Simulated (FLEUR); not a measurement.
# Collinear magnetic orders and shell couplings in CsCl-type VCo and MnHg with PBEsol

In the lowest calculated order of MnHg, every manganese moment is opposed to its six nearest manganese neighbours. The obvious reading is that an antiparallel coupling between nearest neighbours decides the order, yet such a coupling alone cannot explain the energies of the other orders. VCo, with the same structure type, prefers parallel cobalt moments. Which shells decide matters for any spin model used to estimate ordering temperatures or spin-wave energies, since a coupling assigned to the wrong distance gives wrong excitations even when the lowest order is right. Four collinear orders of each compound are compared in PBEsol at fixed atomic positions. Energies are per magnetic atom (Co or Mn) and are measured from the parallel order of the same compound.

## Calculations

Crystals from measured cells of the Crystallography Open Database and cells of the Materials Project database (relaxed there by DFT), atoms fixed in all runs. FLEUR MaX-R8.1, all-electron LAPW with Kmax 3.6 1/bohr, Fermi-Dirac smearing of 0.03 to 0.05 eV, k meshes whose coarsest spacing along a reciprocal vector is 0.22 to 0.41 1/Å over all runs (2π included). Functional: PBEsol, no Hubbard U; collinear spins, no spin-orbit coupling. Each order is started from typed moments in the primitive cell or in a cell doubled at wavevector q (fractions of the primitive reciprocal vectors; signs in the order of the magnetic atoms), on meshes of about the same density or denser; only runs that kept their pattern of signs are listed. The first three shells of magnetic neighbours are in VCo (CsCl-type, Pm-3m) 6 at 2.89 Å, 12 at 4.09 Å, 8 at 5.01 Å; in MnHg (CsCl-type, Pm-3m) 6 at 3.31 Å, 12 at 4.69 Å, 8 at 5.74 Å. Runs that did not converge or carry a known fault are not listed. The same in all rows: metal or insulator in the row's run, judged by its smearing entropy or density of states at the Fermi energy (a gap under a few smearing widths counts as a metal): metal.

Notes on method and selection:

- In a Heisenberg model with E = -sum over ordered pairs of J e_i.e_j, the energy per magnetic atom is E0 less the sum over shells of J times the listed sum; further shells and changes of moment size are outside it.
- Each state is what a run reaches from typed starting moments; only a few collinear orders were started, so the lowest found need not be the ground state. Spin-orbit coupling is left out of these energies, which are free energies at the smearing width. A magnetic atom is one that was given a starting moment.
- Site moments count the spin inside each program's own atomic sphere, so they depend somewhat on its radius and leave out the spin between the spheres.
- Runs that did not converge, have known faults or may not be shown are not listed, and runs on Ansatz's PAW sets soft_1 and soft_2 are kept to separate tables.

Columns:

- first shell: sum of e_i.e_j over the first shell of magnetic neighbours, mean over magnetic atoms (+1 parallel, -1 opposed).
- second shell: sum of e_i.e_j over the second shell of magnetic neighbours, mean over magnetic atoms (+1 parallel, -1 opposed).
- third shell: sum of e_i.e_j over the third shell of magnetic neighbours, mean over magnetic atoms (+1 parallel, -1 opposed).
- moment (μB): largest site spin moment.
- energy (meV): energy less that of the parallel order of the same system, per magnetic atom.

## Computed values

```
member                                               system                   first shell  second shell  third shell  moment (μB)  energy (meV)  remark
VCo (CsCl-type, Pm-3m): opposed q=(1/2,1/2,1/2) +-   VCo (CsCl-type, Pm-3m)   −6           12            −8           1.17         41.0
VCo (CsCl-type, Pm-3m): opposed q=(0,1/2,1/2) +-     VCo (CsCl-type, Pm-3m)   −2           −4            8            1.22         34.0
VCo (CsCl-type, Pm-3m): opposed q=(0,0,1/2) +-       VCo (CsCl-type, Pm-3m)   2            −4            −8           1.21         64.3
VCo (CsCl-type, Pm-3m): parallel +                   VCo (CsCl-type, Pm-3m)   6            12            8            1.25         0.0           cell relaxed by DFT in the Materials Project; the phase may be known from computation alone
MnHg (CsCl-type, Pm-3m): opposed q=(1/2,1/2,1/2) +-  MnHg (CsCl-type, Pm-3m)  −6           12            −8           3.95         −88.5
MnHg (CsCl-type, Pm-3m): opposed q=(0,1/2,1/2) +-    MnHg (CsCl-type, Pm-3m)  −2           −4            8            3.92         68.1
MnHg (CsCl-type, Pm-3m): opposed q=(0,0,1/2) +-      MnHg (CsCl-type, Pm-3m)  2            −4            −8           3.93         −44.2
MnHg (CsCl-type, Pm-3m): parallel +                  MnHg (CsCl-type, Pm-3m)  6            12            8            3.93         0.0
```

energy (meV) against first shell (numbers count the rows of the first table from the top):

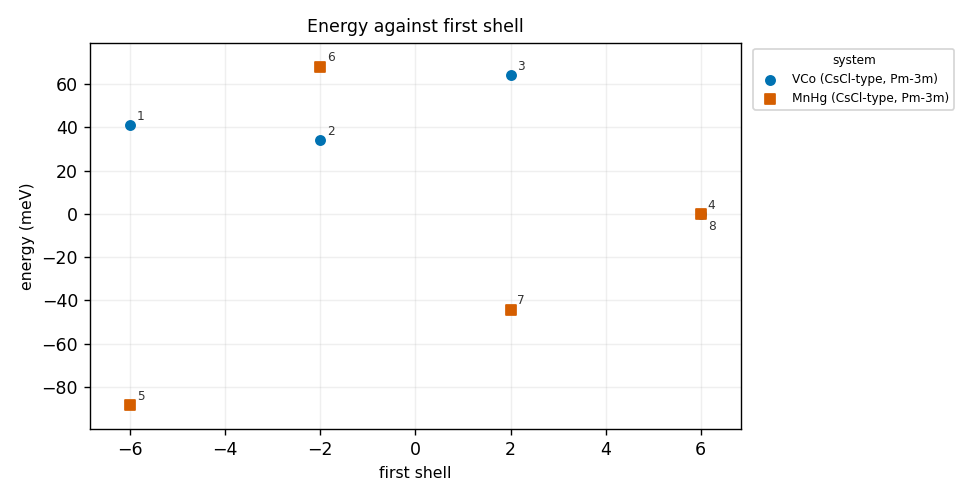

## Mechanism

Of the four orders, the parallel one is lowest in VCo, 34.0 meV below the next. In MnHg the order with q=(1/2,1/2,1/2) is lowest, 88.5 meV below the parallel order and 88.5 − 44.2 = 44.3 meV below the next.

Let P denote the parallel order and R, M and X the orders with q=(1/2,1/2,1/2), (0,1/2,1/2) and (0,0,1/2). The Heisenberg expression then gives, with positive J favouring parallel moments:

J₁ = (E_M − E_X + E_R − E_P)/16
J₂ = (E_M + E_X − E_R − E_P)/32
J₃ = (3E_X − 3E_M + E_R − E_P)/64

For MnHg, J₁ = (68.1 + 44.2 − 88.5)/16 = 1.49, J₂ = (68.1 − 44.2 + 88.5)/32 = 3.51 and J₃ = (−3 × 44.2 − 3 × 68.1 − 88.5)/64 = −6.65 meV. For VCo, J₁ = (34.0 − 64.3 + 41.0)/16 = 0.67, J₂ = (34.0 + 64.3 − 41.0)/32 = 1.79 and J₃ = (3 × 64.3 − 3 × 34.0 + 41.0)/64 = 2.06 meV. Four energies fix four constants, so the full model leaves no residual by which to judge it.

The second and third shells therefore carry most of the energy differences. In MnHg they favour parallel and opposed moments respectively, and R satisfies both. Going from P to R costs 12 × 1.49 = 17.9 meV in the first shell and gains 16 × 6.65 = 106.4 meV in the third. In VCo all three constants are positive, which selects the parallel order.

Geometry suggests why so distant a shell matters: third neighbours lie along the body diagonal of the cube, with a Hg or V atom exactly midway. A plausible mechanism is coupling through the orbitals of that atom. The nearly half-filled d shell of manganese gains energy from hopping mainly when the moments are opposed, whereas the fuller d shell of cobalt, hybridised with vanadium d states, can favour parallel moments.

## Outliers

The parallel order of VCo fits a model of fixed cobalt moments least well on physical grounds. Only there does vanadium carry a moment, along that of cobalt; in the opposed orders the cobalt neighbours of each vanadium atom cancel. If this polarisation lowers the parallel order by δ, it adds δ/16, δ/32 and δ/64 to J₁, J₂ and J₃. A δ of 16 × 0.67 = 10.7 meV would account for the whole of J₁ and leave J₂ = 1.79 − 10.7/32 = 1.46 and J₃ = 2.06 − 10.7/64 = 1.89 meV. The small first-shell constant of VCo may thus be a vanadium effect, while the preference of the third shell for parallel moments is much less sensitive to it.

MnHg has no comparable complication: mercury is almost unpolarised, and the manganese moments differ by only 3.95 − 3.92 = 0.03 μB. Its J₁ is uncertain for another reason, which applies to VCo as well. In these four orders the fifth shell, at √5 cube edges, always has four times the first-shell sum, so the fitted J₁ is really J₁ + 4J₅, plus any contribution from still more distant shells. The fitted J₂ contains twice the sixth-shell coupling in the same way. The sign of the nearest-neighbour coupling alone therefore remains open. The third-shell constant is cleaner, because the next shell with the same sign pattern lies at √11 cube edges.

## Worked examples

**Can the nearest-neighbour coupling of MnHg be taken from the parallel and R orders alone?**
With only the first shell, E_R − E_P = 12J₁, so J₁ = −88.5/12 = −7.4 meV. The same model requires E_M − E_X = 4J₁, which is −88.5/3 = −29.5 meV. The calculated difference is 68.1 + 44.2 = +112.3 meV, of opposite sign. Adding a second shell does not help, because M and X have the same second-shell sum. The two-order estimate is therefore wrong, and a third-shell term is needed.

**Can one order be estimated from the other three?**
If the first shell is neglected, E_P + E_X = E_R + E_M.

- For VCo this gives E_P = 41.0 + 34.0 − 64.3 = 10.7 meV, against 0.0 calculated.
- For MnHg it gives E_P = −88.5 + 68.1 + 44.2 = 23.8 meV, against 0.0 calculated.

Whichever order is left out, the miss has the same size, because it is the neglected first-shell term. The neglect was suggested by a fit to these same energies, so this is a check of its cost and not an independent test. Using the mean of the other three orders instead gives root-mean-square misses of about 31 meV in VCo and about 77 meV in MnHg. The relation is about three times better in both compounds. It is good enough for a first ranking of well-separated orders, but not for differences of 10 to 20 meV.

## Closing remarks

Among the four orders, VCo is lowest with parallel moments and MnHg with q=(1/2,1/2,1/2). Within the three-shell model, second and third neighbours account for most of the differences in both. Longer-period, non-collinear or other collinear orders could lie lower still.

The constants belong to these fixed cells. Relaxing each order separately would lower its energy by its own amount, and M and X could also gain from a tetragonal distortion. A Hubbard U on manganese would be expected to weaken antiparallel coupling that arises from hopping, moving R upwards towards the parallel order. In VCo, spin fluctuations missing from PBEsol would tend to reduce the moments and with them the energy differences. Spin-orbit coupling would add a dependence on the direction of the moments, which these energies do not contain.

[Logs are printed without paths, hosts, clocks, repeated set-up lines and the standing remarks that a program may print on its own settings, such as how far it seeks lower states.]
